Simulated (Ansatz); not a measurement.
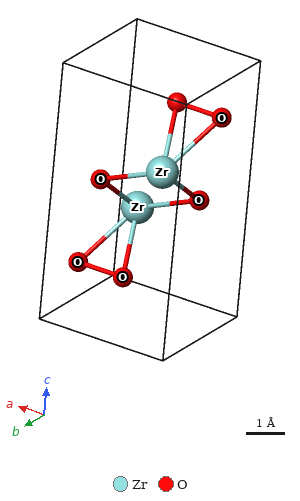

Normal modes of crystalline ZrO$_{3}$ (a generated structure), space group P2₁/m (No. 11), at the zone centre. The picture is a ball-and-stick view of the cell of the calculation, seen from a free direction.

Computed with Ansatz 0.2.0, DFT PBE, scalar-relativistic, plane waves, PAW.

Input
```yaml
crystal:
  lattice:
    - [4.1157807878, 0.0, 0.0411929009]
    - [0.0, 3.2614877156, 0.0]
    - [-0.8692156911, 0.0, 7.8514959127]
  atoms:
    - { symbol: Zr, position: [0.2783272068, 0.75, 0.647796317] }
    - { symbol: Zr, position: [0.7216727932, 0.25, 0.352203683] }
    - { symbol: O, position: [0.8734257475, 0.75, 0.1999433735] }
    - { symbol: O, position: [0.1265742525, 0.25, 0.8000566265] }
    - { symbol: O, position: [0.2420522278, 0.25, 0.4582092614] }
    - { symbol: O, position: [0.7579477722, 0.75, 0.5417907386] }
    - { symbol: O, position: [0.4882117743, 0.25, 0.8005097998] }
    - { symbol: O, position: [0.5117882257, 0.75, 0.1994902002] }
basis:
  ecutwfc: 420
kpoints:
  mp_grid: { grid: [6, 8, 4] }
hamiltonian:
  xc: pbe
scf:
  occupations: { method: fixed }
output:
  eigenvalues: true
phonons:
  method: dfpt
  dielectric: true
  rigid_motions: translations
  eigenvectors: true
```

Command:
```bash
ansatz run input.yaml --threads 4 --pin off --max-ram 12288MiB --backend cpu --events-out ev --progress --plain --runs-dir out
```

Frequencies are those without the non-analytic (LO–TO) term.

Q: Give the spectrum at this point.

A: The calculation's cell holds 8 atoms, so there are 21 optical modes, in 20 levels. No level is unstable.

| level | symmetry | frequency (cm⁻¹) | activity |
| --- | --- | --- | --- |
| 1 | A_g | 118 | Raman-active |
| 2 | B_g | 125 | Raman-active |
| 3 | B_u | 164 | infrared-active |
| 4 | A_g | 198 | Raman-active |
| 5 | A_g | 207 | Raman-active |
| 6 | A_u | 331 | infrared-active |
| 7 | A_u | 351 | infrared-active |
| 8 | B_g | 354 | Raman-active |
| 9 | B_g | 368 | Raman-active |
| 10 | A_u | 375 | infrared-active |
| 11 | B_u | 384 | infrared-active |
| 12 | A_g | 422 | Raman-active |
| 13 | B_u | 424 | infrared-active |
| 14 | doubly degenerate | 428 | not assigned |
| 15 | B_g | 439 | Raman-active |
| 16 | A_g | 481 | Raman-active |
| 17 | A_g | 559 | Raman-active |
| 18 | B_u | 572 | infrared-active |
| 19 | B_u | 890 | infrared-active |
| 20 | A_g | 895 | Raman-active |

The displacement patterns, 6 of the levels:

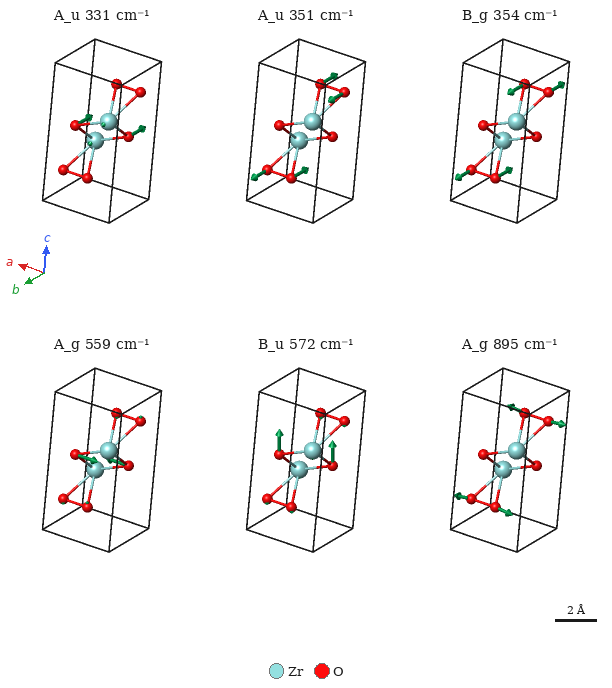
